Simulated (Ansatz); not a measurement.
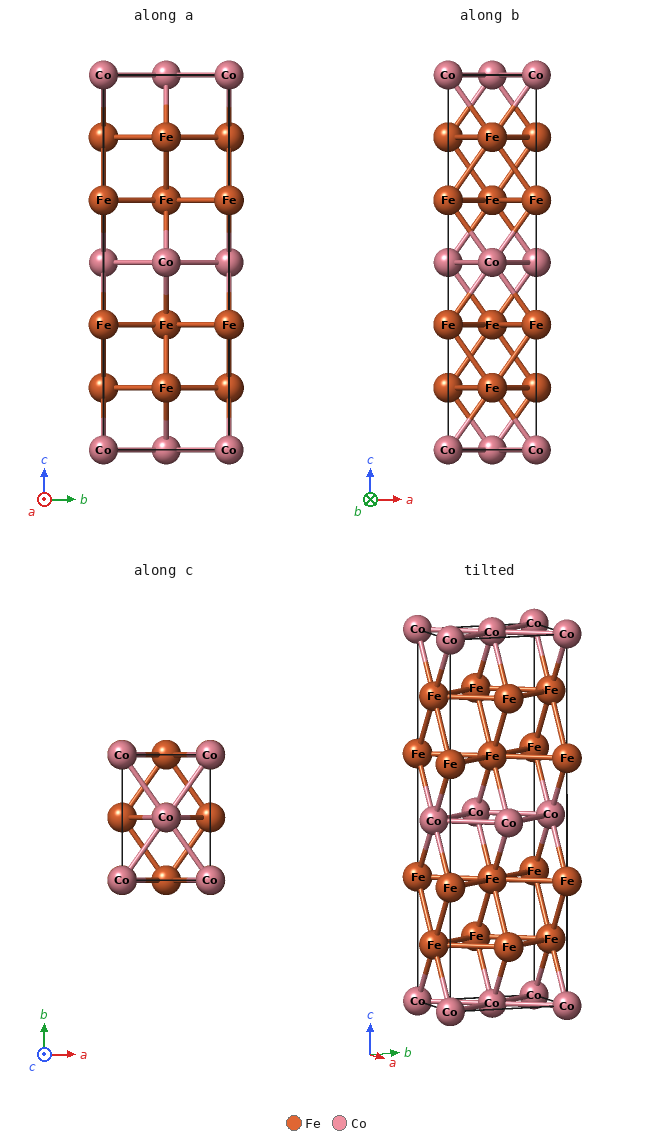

Shown here is a ball-and-stick view of the crystal, taken along the a axis, along the b axis, along the c axis and slightly off an axis. The frame is the conventional unit cell; atoms at its boundary are shown with their periodic copies.

Lattice parameters: a = 2.8385 Å, b = 4.0400 Å, c = 12.0621 Å, α = 90.000°, β = 90.000°, γ = 90.000°.

**Write down what is shown as a CIF in P1 with every atom of the cell, with free fractional coordinates to two decimals.**

```cif
data_structure
_symmetry_space_group_name_H-M 'P 1'
_symmetry_Int_Tables_number 1
_cell_length_a 2.8385
_cell_length_b 4.0400
_cell_length_c 12.0621
_cell_angle_alpha 90.000
_cell_angle_beta 90.000
_cell_angle_gamma 90.000
_cell_volume 138.32
loop_
_atom_site_label
_atom_site_type_symbol
_atom_site_fract_x
_atom_site_fract_y
_atom_site_fract_z
_atom_site_occupancy
Fe1 Fe 0.50 0.00 0.17 1
Fe2 Fe 0.00 0.00 0.33 1
Co1 Co 0.00 0.00 0.00 1
Fe3 Fe 0.50 0.50 0.67 1
Fe4 Fe 0.00 0.50 0.83 1
Co2 Co 0.00 0.50 0.50 1
Fe5 Fe 0.00 0.00 0.67 1
Fe6 Fe 0.50 0.00 0.83 1
Co3 Co 0.50 0.00 0.50 1
Fe7 Fe 0.00 0.50 0.17 1
Fe8 Fe 0.50 0.50 0.33 1
Co4 Co 0.50 0.50 0.00 1
```

The cell started as a structure type filled with these elements by a generator (whether the compound takes this form wasn't checked). Earlier steps of the study, as a rule a relaxation of our own, may have changed the cell and positions, so they can lie some per cent off the listed ones. An electronic-structure calculation with Ansatz was run on it.
